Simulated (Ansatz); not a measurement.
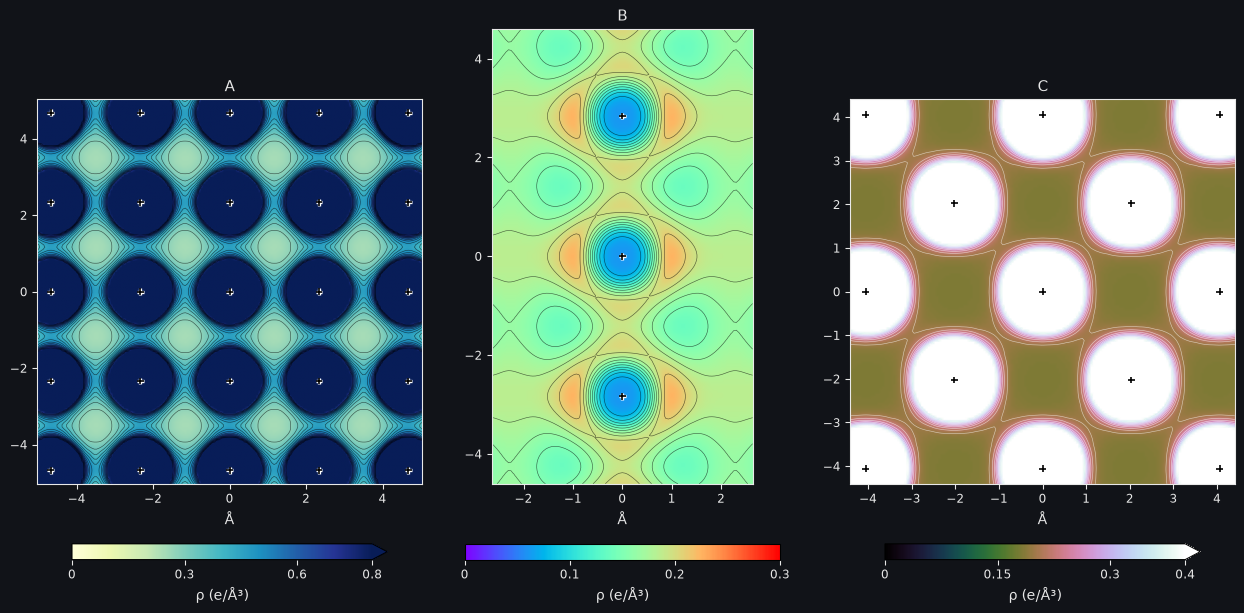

The valence charge density (pseudo) of 3 systems, each on a plane through atoms (crosses mark nuclei in the plane).

The calculation used Ansatz, DFT, r2SCAN, plane waves (500 eV) with PAW, scalar-relativistic.

System 1: Ti, the (010) plane of the conventional cell. Space group Fm-3m; set up as Ti, fcc; a generated structure, not necessarily the stable one; changed on purpose from its base cell (volume × 0.96); computed pressure about 5 GPa in this cell; computed without spin polarisation.

```
Ti
1.0
     4.05713    0.00000    0.00000
     0.00000    4.05713    0.00000
     0.00000    0.00000    4.05713
Ti
4
Direct
  0.00000 0.00000 0.00000
  0.50000 0.50000 0.00000
  0.50000 0.00000 0.50000
  0.00000 0.50000 0.50000
```

System 2: Fe, the (001) plane of the cell of the magnetic structure. Space group I4/mmm; set up as Fe, fcc; a generated structure, not necessarily the stable one; changed on purpose from its base cell (volume × 0.92); computed pressure about 16 GPa in this cell; spin-polarised.

System 3: Al, the (100) plane of the conventional cell. Space group P6/mmm; set up as Al, omega (AlB2-type); a generated structure, not necessarily the stable one; changed on purpose from its base cell (volume × 1.04); computed pressure about −3 GPa in this cell; computed without spin polarisation.

```
CELL_PARAMETERS angstrom
4.57640 0.00000 0.00000
-2.28820 3.96328 0.00000
0.00000 0.00000 2.83821
ATOMIC_POSITIONS crystal
Al 0.00000 0.00000 0.00000
Al 0.33333 0.66667 0.50000
Al 0.66667 0.33333 0.50000
```

Match each panel to its system.

Panel A is system 2, Fe: the plane holds Fe. Fe–Fe (2.34 Å): ρ is about 0.46 e/Å³ halfway. Panel B is system 3, Al: the plane holds Al. Al–Al (2.84 Å): the density is about 0.19 e/Å³ at the midpoint. Panel C is system 1, Ti: the plane holds Ti. Ti–Ti (2.87 Å): the density is about 0.2 e/Å³ at the midpoint.
